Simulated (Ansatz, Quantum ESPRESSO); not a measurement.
# Evanescent states of BAs, zinc blende type, lattice constant set to 4.533 Å, part 3 of 3

Wanted: the complex band structure of BAs, zinc blende type, lattice constant set to 4.533 Å, as for a tunnel barrier.

Quantum ESPRESSO 7.5; plane-wave DFT, PBEsol, GBRV ultrasoft pseudopotentials; cross-check by Ansatz 0.2.0 with PAW datasets.

So far. Step 2 (Ground state): The run needed 11 iterations to bring the estimated error under 1e-09 Ry.

## 4. Complex band structure, with ewind = 1.0

Level of this step: complex band structure by pwcond; plane-wave DFT, PBEsol, GBRV ultrasoft pseudopotentials (Quantum ESPRESSO).

A sensitivity test on the input.

The input, cbs.w.in:

```
&inputcond
  outdir = './out'
  prefixl = 'scf'
  band_file = 'cbs.w'
  ikind = 0
  ewind = 1.0
  epsproj = 1e-05
  nz1 = 7
  energy0 = 4.48
  denergy = -0.16
/
4
  0.00000000 0.00000000 1.00000000
  0.50000000 0.00000000 1.00000000
  0.50000000 0.50000000 1.00000000
  0.25000000 0.00000000 1.00000000
41
```

Started as:

```
$ OMP_NUM_THREADS=1 mpirun -n 2 pwcond.x -in cbs.w.in > cbs.w.out
```

Numbers of over 12 decimals in the logs are rounded to 6 here.

What it wrote:

```text
[banner, memory and clock lines left out]
Program PWCOND v.7.5 starts
[citation notice left out]

[...]
./out/scf.save/

     IMPORTANT: XC functional enforced from input :
     Exchange-correlation= PBESOL
                           (   1   4  10   8   0   0   0)
     Any further DFT definition will be discarded
     Please, verify this is what you really want

     Reading collected, re-writing distributed wavefunctions

===== INPUT FILE containing the left lead =====

     GEOMETRY:

     lattice parameter (alat)  =       6.0572  a.u.
     the volume                =     314.2851 (a.u.)^3
     the cross section         =      36.6893 (a.u.)^2
     l of the unit cell        =       1.4142 (alat)
     number of atoms/cell      =            4
     number of atomic types    =            2

     crystal axes: (cart. coord. in units of alat)
               a(1) = (  1.0000  0.0000  0.0000 )
               a(2) = (  0.0000  1.0000  0.0000 )
               a(3) = (  0.0000  0.0000  1.4142 )

   Cartesian axes

     site n.     atom                  positions (alat units)
          1        B      tau(  1)=(  0.0000  0.0000  1.4142  )
          2        As     tau(  2)=(  0.5000  0.0000  0.3536  )
          3        B      tau(  3)=(  0.5000  0.5000  0.7071  )
          4        As     tau(  4)=(  0.0000  0.5000  1.0607  )

     nr1s                      =           25
     nr2s                      =           25
     nr3s                      =           36
     nr1sx                     =           25
     nr2sx                     =           25
     nr3sx                     =           36
     nr1                       =           27
     nr2                       =           27
     nr3                       =           40
     nr1x                      =           27
     nr2x                      =           27
     nr3x                      =           40

 _______________________________
  Radii of nonlocal spheres:

     type       ibeta     ang. mom.          radius (alat units)
       B          1         0                    0.2065
       B          2         0                    0.2065
       B          3         1                    0.2065
       B          4         1                    0.2065
       As         1         0                    0.3181
       As         2         0                    0.3181
       As         3         1                    0.3181
       As         4         1                    0.3181
       As         5         2                    0.3181
       As         6         2                    0.3181
----- General information -----

----- Complex band structure calculation -----

     nrx                       =           25
     nry                       =           25
     nz1                       =            7

     energy0               =         4.5E+00
     denergy               =        -1.6E-01
     nenergy               =         41
     ecut2d                =         4.0E+01
     ewind                 =         1.0E+00
     epsproj               =         1.0E-05

     number of k_|| points=    4
                       cryst. coord.
        k(    1) = (   0.0000000   0.0000000), wk =   0.2500000
        k(    2) = (   0.5000000   0.0000000), wk =   0.2500000
        k(    3) = (   0.5000000   0.5000000), wk =   0.2500000
        k(    4) = (   0.2500000   0.0000000), wk =   0.2500000
----- Information about left lead -----

     nocros                   =            8
     noins                    =           44
     norb                     =           60
     norbf                    =           60
     nrz                      =           36

      iorb      type   ibeta   ang. mom.   m       position (alat)
        1        1       1        0        1   taunew(   1)=(  0.0000  0.0000  0.0000)
        2        1       2        0        1   taunew(   2)=(  0.0000  0.0000  0.0000)
[...]
60        1       4        1        3   taunew(  60)=(  0.0000  0.0000  1.4142)
    k slab    z(k)  z(k+1)     crossing(iorb=1,norb)
    1   0.0000 0.0393 0.0393   111111111111111111111111110000000000000000000000000000000000
    2   0.0393 0.0786 0.0393   111111111111111111111111110000000000000000000000000000000000
[...]
36   1.3749 1.4142 0.0393   000000000000000000000000000000000011111111111111111111111111
 ngper, shell number =          121          20
 ngper, n2d =          121          95
---  E-Ef =    4.4800000  k =    0.0000000   0.0000000
---  ie =          1  ik =          1
 Nchannels of the left tip =            3
 Right moving states:
   k1(2pi/a)   k2(2pi/a)   E-Ef (eV)
   0.1702651  -0.0000000   4.4800000
   0.1703262   0.0000000   4.4800000
   0.4849209   0.0000000   4.4800000
 Left moving states:
   k1(2pi/a)   k2(2pi/a)   E-Ef (eV)
  -0.1702691  -0.0000000   4.4800000
  -0.1703283   0.0000000   4.4800000
  -0.4849203   0.0000000   4.4800000

---  E-Ef =    4.3200000  k =    0.0000000   0.0000000
---  ie =          2  ik =          1
 Nchannels of the left tip =            3
 Right moving states:
   k1(2pi/a)   k2(2pi/a)   E-Ef (eV)
   0.1534491  -0.0000000   4.3200000
   0.1535110   0.0000000   4.3200000
   0.4706951   0.0000000   4.3200000
 Left moving states:
   k1(2pi/a)   k2(2pi/a)   E-Ef (eV)
  -0.1534530  -0.0000000   4.3200000
  -0.1535131   0.0000000   4.3200000
  -0.4706945   0.0000000   4.3200000
[... further energies and points left out ...]
---  E-Ef =   -1.7600000  k =    0.2500000   0.0000000
---  ie =         40  ik =          4
 Nchannels of the left tip =            3
 Right moving states:
   k1(2pi/a)   k2(2pi/a)   E-Ef (eV)
   0.1499138  -0.0000000  -1.7600000
  -0.3257788  -0.0000000  -1.7600000
  -0.3924723  -0.0000000  -1.7600000
 Left moving states:
   k1(2pi/a)   k2(2pi/a)   E-Ef (eV)
  -0.1499140  -0.0000000  -1.7600000
   0.3257841  -0.0000000  -1.7600000
   0.3924718   0.0000000  -1.7600000

---  E-Ef =   -1.9200000  k =    0.2500000   0.0000000
---  ie =         41  ik =          4
 Nchannels of the left tip =            3
 Right moving states:
   k1(2pi/a)   k2(2pi/a)   E-Ef (eV)
   0.1261534  -0.0000000  -1.9200000
  -0.3540031  -0.0000000  -1.9200000
  -0.4144350  -0.0000000  -1.9200000
 Left moving states:
   k1(2pi/a)   k2(2pi/a)   E-Ef (eV)
  -0.1261537  -0.0000000  -1.9200000
   0.3540083  -0.0000000  -1.9200000
   0.4144346   0.0000000  -1.9200000

[...]
```

Run time: 1.9 min. Hardware: 2 MPI ranks of Arm Neoverse N1, shared host; peak memory 0.11 GiB; 3.9 min of CPU time.

The changed values were drawn from a wide range, not chosen for quality; the comparison shows what they did here together.

Beside the run it was changed from:

```csv
quantity,this run,unchanged run,difference
peak of the smallest κ at the zone centre (Å⁻¹),0.174,0.174,0
wall time (s),116,189,
```

The physical values in this table stay within 0.05 %.

## 5. Cross-check with Ansatz

As a check, the same structure is run in Ansatz.

Level of this step: plane-wave DFT, PBEsol, Ansatz PAW (Ansatz 0.2.0).

The input, input.yaml:

```yaml
crystal:
  lattice:
    - [3.2053150391, 0.0, 0.0]
    - [0.0, 3.2053150391, 0.0]
    - [0.0, 0.0, 4.533]
  atoms:
    - { symbol: B, position: [0.0, 0.0, 0.0] }
    - { symbol: As, position: [0.5, 0.0, 0.25] }
    - { symbol: B, position: [0.5, 0.5, 0.5] }
    - { symbol: As, position: [0.0, 0.5, 0.75] }
kpoints:
  mp_grid: { grid: [8, 8, 6] }
hamiltonian:
  xc: pbesol
scf:
  occupations: { method: fixed }
  convergence: { dr2_threshold: 1.0e-09 }
output:
  transmission:
    leads: [[0, 0]]
    kpoints: [[0, 0], [0.5, 0], [0.5, 0.5], [0.25, 0]]
    e_range: [-1.92, 4.48]
    de: 0.16
```

Started as:

```
$ ansatz run input.yaml --threads 2 --pin off --max-ram 4096MiB --backend cpu --events-out ev --progress --plain --runs-dir out
```

What it wrote:

```text
Engine: ansatz 0.2.0, aarch64-unknown-linux-gnu
Pseudopotentials: kind: paw
Pseudopotential: B, paw, valence charge 3, recommended cutoff 420 eV (normal), B.paw.azcp
Pseudopotential: As, paw, valence charge 15, recommended cutoff 420 eV (normal), As.paw.azcp
Functional definition: PBEsol
  exchange = pbesol_x
  correlation = pbesol_c
Crystal: 4 atoms, lattice volume = 46.572 Å³
Basis set: ecut = 420 eV, 919 PW (Γ)
Bands: 22, of which v1, the nominal top of the filled ones, is band 18 counted from 1 (17 counted from 0)
Symmetry: 16 space group operations
Space group: F-43m (ITA 216), of the structure as read, at distance tolerance 3.6e-5 Å
k-points: 60 of 384 (time reversal used)
Non-local potential: B, projectors of the file, l = 0: 2, l = 1: 2, l = 2: 1
Non-local potential: As, projectors of the file, l = 0: 2, l = 1: 2, l = 2: 3, l = 3: 1
PAW form: soft (Blöchl's): semilocal exchange-correlation on the pseudo side does not see the compensation charge
PAW frozen core: B, regenerated for the run's functional, and the local potential with it (the file was generated under x = pbe(κ = 0.804, μ = 0.219515), c = pbe(β = 0.066725))
PAW frozen core: As, regenerated for the run's functional, and the local potential with it (the file was generated under x = pbe(κ = 0.804, μ = 0.219515), c = pbe(β = 0.066725))
PAW one-centre angular grid: B, 110 points (default); XC on 64 Gauss nodes
PAW one-centre angular grid: As, 590 points (default); XC on 64 Gauss nodes
Initial density: superposition of atomic densities (neutral atoms: chi_scale 0, normalization atom), corrected by the library's trained network
Initial wavefunctions: pseudopotential atomic-orbital guess
Functional: x = pbesol(κ = 0.804, μ = 0.123457), c = pbesol(β = 0.046)
SCF iter   1: F=—  HF=-9930.933554 eV  |F-HF|=—  |Δ(HF+E_count)|=         —  Δρ=4.84e-3  dr2=1.23e-2  ethr=1.77e-3  ⟨swp⟩=4.7  Hψ=5291  notcnv=0  defer=87
preconditioner: auto → none  [insulator: Δε(μ)=0.890 eV  Ē_g=11.546 eV  n_scr=14 (ndim 8)  ℏωp=21.8 eV  f_vac=0.000  ε∞_Penn≈4.6]
SCF iter   2: F=—  HF=-9930.928667 eV  |F-HF|=—  |Δ(HF+E_count)|=   4.89e-3  Δρ=1.07e-3  dr2=2.80e-4  ethr=3.41e-5  ⟨swp⟩=2.3  Hψ=2263  notcnv=0  defer=120
SCF iter   3: F=—  HF=-9930.928579 eV  |F-HF|=—  |Δ(HF+E_count)|=   8.79e-5  Δρ=5.03e-4  dr2=4.10e-5  ethr=7.79e-7  ⟨swp⟩=2.0  Hψ=2520  notcnv=0  defer=120
SCF iter   4: F=—  HF=-9930.928602 eV  |F-HF|=—  |Δ(HF+E_count)|=   2.33e-5  Δρ=2.11e-4  dr2=5.76e-6  ethr=1.14e-7  ⟨swp⟩=2.2  Hψ=1633  notcnv=0  defer=16
SCF iter   5: F=—  HF=-9930.928607 eV  |F-HF|=—  |Δ(HF+E_count)|=   5.11e-6  Δρ=9.10e-6  dr2=1.43e-8  ethr=1.60e-8  ⟨swp⟩=2.1  Hψ=1728  notcnv=0  defer=8
SCF iter   6: F=—  HF=-9930.928608 eV  |F-HF|=—  |Δ(HF+E_count)|=   6.05e-7  Δρ=1.30e-6  dr2=4.67e-10  ethr=2.78e-12  ⟨swp⟩=3.4  Hψ=4023  notcnv=0
SCF iter   7: F=-9930.928608 eV  HF=-9930.928608 eV  |F-HF|=3.64e-12  |Δ(HF+E_count)|=  5.49e-10  Δρ=1.93e-7  dr2=6.41e-12  ethr=1.30e-12  ⟨swp⟩=3.0  Hψ=3262  notcnv=0
SCF 1 converged in 7 iterations: F = -9930.928608 eV  dr2 = 6.41e-12
  greatest PAW one-centre occupation: 0.999 electrons in one spin orbital (limit 2), on the As atom at site 3 (counted from 0), in its partial waves of l = 2
transmission: 6 of 24 steps passed
transmission: 12 of 24 steps passed
transmission: 18 of 24 steps passed
transmission: 24 of 24 steps passed
SCF converged after 7 iterations
Free energy (F): -9930.928608 eV
Harris-Foulkes:  -9930.928608 eV  (|F-HF|=3.64e-12)
Internal energy: -9930.928608 eV  (E = F + TS)
E sigma→0 (E₀):  -9930.928608 eV
Fermi energy:    13.724575 eV
--- Per-component energies (eV) ---
  E_band       = -343.796669
  E_kinetic    = 318.822212
  E_local      = -3111.921397  (includes V_loc(G=0)·N_el)
  E_nonlocal   = -1310.072946
  E_hartree    = 1774.811862
  E_xc         = -226.944874
  E_vxc        = -242.172279  (∫ρ·V_xc dr)
  E_paw        = -3740.247500  (= ΣΔE_a)
  E_vpaw       = 451.924093  (= ΣTr[D̂ρ^β])
  E_aug_tail   = 0.000013  (compensation charges beyond the density's cutoff)
  E_ewald      = -3637.338258
  E_core_change = 1.962279  (= ΣΔE_core)
  E_smearing   = -0.000000  (= −TS)
  E_closure    = 0.000000  (closes the sum)
  Σ components = -9930.928608   (vs F -9930.928608, Δ=0.00e0)
--- Band table (eV; the first three rows and the last of 60) ---
  k-point 0: bands = [... 14 lower, 8.9318, 13.7244, 13.7246, 13.7246, 14.8575, 14.8889, 17.1854, 17.1855]
  k-point 1: bands = [... 14 lower, 9.1132, 12.9628, 12.9628, 13.0759, 14.6449, 15.5316, 16.7423, 18.1366]
  k-point 2: bands = [... 14 lower, 9.6511, 11.5128, 11.6777, 11.6777, 14.7874, 15.9454, 16.6830, 19.9725]
  k-point 59: bands = [... 14 lower, 7.1600, 7.1600, 7.4953, 7.4953, 18.9373, 18.9373, 20.5403, 20.5403]
--- Transmission ---
  basis      : 89 plane waves across, 6 finite elements along
  points     : 4, as listed
  energies   : 41 from -1.920000 to 4.480000 eV about the Fermi level, 0.160000 eV apart; the leads are filled to 0.460157 eV, and channels, transmission and decay are at 0.480000 eV
  crystal 0  : As2B2, at the sites [0, 0], period 4.5330 Å: whole cells are its period
    offset         : up to 0.0000 Å between an atom of the period and one for which it stands
    channels       : 0.000000e0 a spin
    conductance    : none, the energies end too early or step too widely for 300 K: set another output.transmission.e_range or a lower de, or, where they end at an eighth of basis.ecutwfc, a higher one
    slowest decay  : 0.1471 /Å at (0.0000, 0.0000)
```

The job ended after 18 s (2 threads; peak memory 0.35 GiB).

This step gave:

* free energy: -9930.9286 eV
* gap by band count: 0.9203 eV
* symmetry operations: 16
* slowest decay at the grid energy nearest mid-gap: 0.1471 Å⁻¹
* peak of the smallest κ at the zone centre: 0.1776 Å⁻¹
* peak of the smallest κ at (1/4, 0): 0.2875 Å⁻¹
* valence top, on the run's zero: 13.72 eV

K across = (0, 0) in the cell's reciprocal vectors; values within 0.0025 1/Å of each other count once, columns are sorted by size at each energy, a dash where no further value was kept. Im kz of the slowest decaying states against energy, zero at the highest filled level of the SCF mesh:

```csv
energy (eV),decay 1 (Å⁻¹),decay 2 (Å⁻¹),decay 3 (Å⁻¹)
-1.92,0.911,-,-
-1.60,0.857,-,-
-1.12,0.770,-,-
-0.80,0.707,-,-
-0.48,0.638,-,-
0.00,0.00517,0.517,-
0.32,0.124,0.154,0.418
0.64,0.164,0.213,0.285
1.12,0.195,0.273,-
1.44,0.204,0.304,-
1.92,0.203,0.340,-
2.24,0.194,0.359,-
2.56,0.177,0.376,-
3.04,0.130,0.396,1.47
3.36,0.0666,0.407,1.45
3.68,0.140,0.417,1.42
4.16,0.222,0.428,1.38
4.48,0.246,0.434,1.36
```

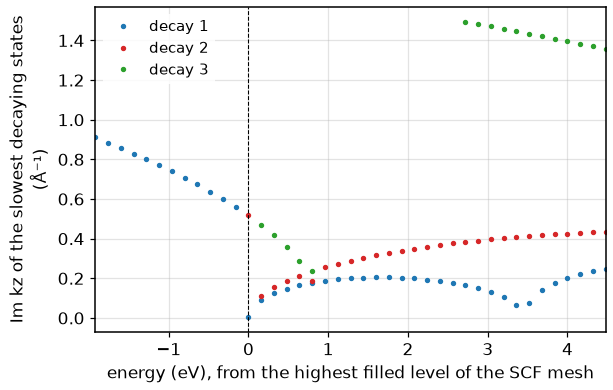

Im kz of the slowest decaying states against energy.

K across = (0, 0) in the cell's reciprocal vectors. Table of Re kz of states that move upwards by energy, zero at the highest filled level of the SCF mesh:

```csv
energy (eV),channel 1 (Å⁻¹),channel 2 (Å⁻¹),channel 3 (Å⁻¹)
-1.440,-0.359,-0.353,-0.353
-0.960,-0.286,-0.268,-0.268
-0.480,-0.197,-0.175,-0.175
0.000,-,-,-
0.480,-,-,-
0.960,-0.143,0.363,-
1.440,0.122,0.661,-
1.920,-0.554,0.259,-
2.560,-0.365,0.393,-
3.040,-0.224,0.475,-
3.520,0.0523,0.0523,0.548
4.000,0.167,0.167,0.614
```

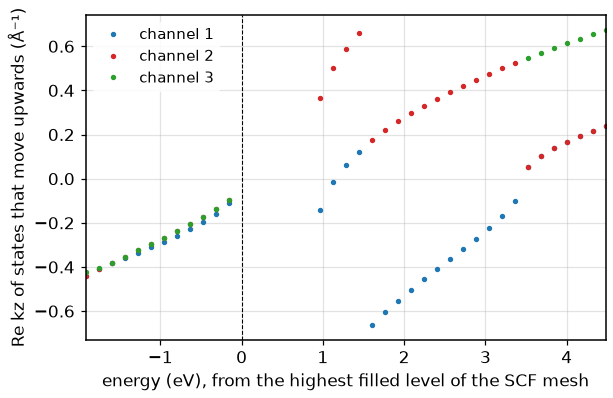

Re kz of states that move upwards, plotted against energy.

K across = (1/2, 0) in the cell's reciprocal vectors; values within 0.0025 1/Å of each other count once, columns are sorted by size at each energy, a dash where no further value was kept. Im kz of the slowest decaying states against energy, zero at the highest filled level of the SCF mesh:

```csv
energy (eV),decay 1 (Å⁻¹),decay 2 (Å⁻¹),decay 3 (Å⁻¹)
-1.440,0.182,0.547,1.24
-0.960,0.228,0.614,1.18
-0.480,0.258,0.644,1.12
0.000,0.278,0.654,1.05
0.480,0.290,0.651,0.985
0.960,0.294,0.639,0.911
1.440,0.290,0.618,0.831
1.920,0.278,0.590,0.743
2.560,0.245,0.540,0.605
3.040,0.199,0.473,0.493
3.520,0.0987,0.267,0.434
4.000,0.0486,0.359,-
```

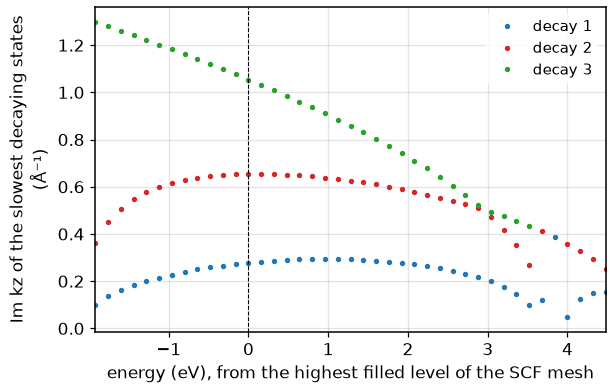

Im kz of the slowest decaying states, plotted against energy.

K across = (1/2, 1/2) in the cell's reciprocal vectors; values within 0.0025 1/Å of each other count once, columns are sorted by size at each energy, a dash where no further value was kept. The Im kz of the slowest decaying states by energy, zero at the highest filled level of the SCF mesh:

```csv
energy (eV),decay 1 (Å⁻¹),decay 2 (Å⁻¹)
-1.92,0.320,0.328
-1.60,0.315,0.324
-1.12,0.300,0.310
-0.80,0.287,0.297
-0.48,0.269,0.279
0.00,0.235,0.243
0.32,0.204,0.211
0.64,0.164,0.168
1.12,0.0278,0.0489
1.44,-,-
1.92,-,-
2.24,-,-
2.56,-,-
3.04,-,-
3.36,-,-
3.68,-,-
4.16,-,-
4.48,-,-
```

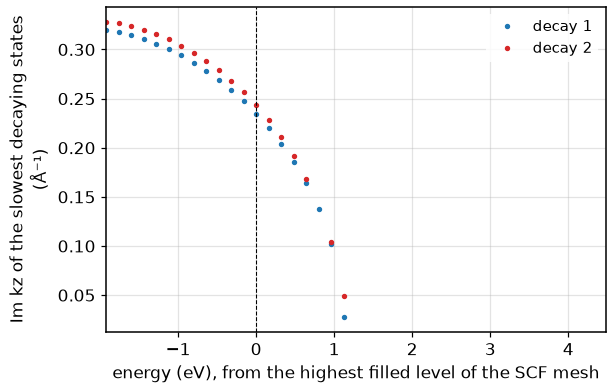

Im kz of the slowest decaying states against energy.

K across = (1/4, 0) in the cell's reciprocal vectors; values within 0.0025 1/Å of each other count once, columns are sorted by size at each energy, a dash where no further value was kept. Table of Im kz of the slowest decaying states by energy, zero at the highest filled level of the SCF mesh:

```csv
energy (eV),decay 1 (Å⁻¹),decay 2 (Å⁻¹),decay 3 (Å⁻¹)
-1.92,1.03,1.41,-
-1.60,0.986,1.38,-
-1.12,0.110,0.913,1.34
-0.80,0.169,0.861,1.31
-0.48,0.0859,0.207,0.806
0.00,0.240,0.245,0.717
0.32,0.263,0.290,0.652
0.64,0.275,0.325,0.580
1.12,0.285,0.360,0.451
1.44,0.287,0.338,0.374
1.92,0.283,0.383,1.01
2.24,0.274,0.382,0.973
2.56,0.261,0.374,0.934
3.04,0.228,0.347,0.877
3.36,0.192,0.316,0.839
3.68,0.129,0.269,0.802
4.16,0.104,0.128,0.738
4.48,0.0603,0.106,0.666
```

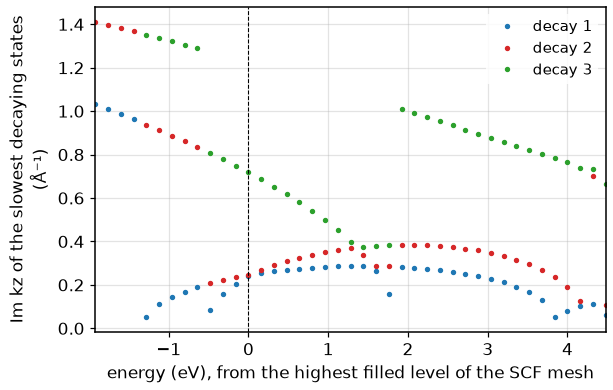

Im kz of the slowest decaying states against energy.

## 6. By hand

T falls as exp(−2κd). With κ = 0.143 1/Å, 10 Å of barrier pass exp(−2 × 0.143 × 10) = 0.057 of that channel, interfaces aside.

## 7. Outcome

```json
{"gap on the SCF mesh": "0.91 eV", "smallest κ at mid-gap among the four k points, at the zone centre": "0.143 Å⁻¹", "peak of the smallest κ in the stop band at the zone centre": "0.174 Å⁻¹", "peak of the smallest κ in the stop band at (1/4, 0)": "0.288 Å⁻¹", "energy of the peak at the zone centre, over the highest filled level": "0.80 eV", "peak at the zone centre by Ansatz": "0.178 Å⁻¹"}
```

What this shows: With a gap of 0.91 eV on the mesh, the smallest κ at mid-gap among the four k points, at the zone centre is 0.143 Å⁻¹ (PBEsol, GBRV ultrasoft). For a barrier with the Fermi level at mid-gap the slowest state found, at the zone centre, loses a factor of ten in probability every 8.0 Å or so. Stop bands away from the zone centre are mostly wider than the gap, so their peaks can lie above the conduction bottom. At the zone centre pwcond's peak is 0.174 and Ansatz's 0.178 1/Å, 2 % apart. The gap holds only 5 points of the energy grid, so peaks are resolved roughly. The cell is the a/√2 one, turned by 45°, with two primitive cells, so X along [001] folds onto kz = 0. A semilocal gap is too small, often by a third to a half and by more in narrow-gap crystals, so real barriers decay faster. Spin-orbit coupling is left out; depending on the atoms that carry the levels of interest, it can split and shift them by tens to hundreds of meV.

[Logs are printed without paths, hosts, clocks, repeated set-up lines and the standing remarks that a program may print on its own settings, such as how far it seeks lower states.]

[Hosts, paths, dates, database ids (printed as entryN), source tags and the programs' standing remarks are cut or masked in the printed files.]

[Maps of the electrostatic potential energy from Ansatz leave out the sawtooth potential of an applied field or a dipole correction, so their vacuum need not be flat; planar profiles and work functions include it.]
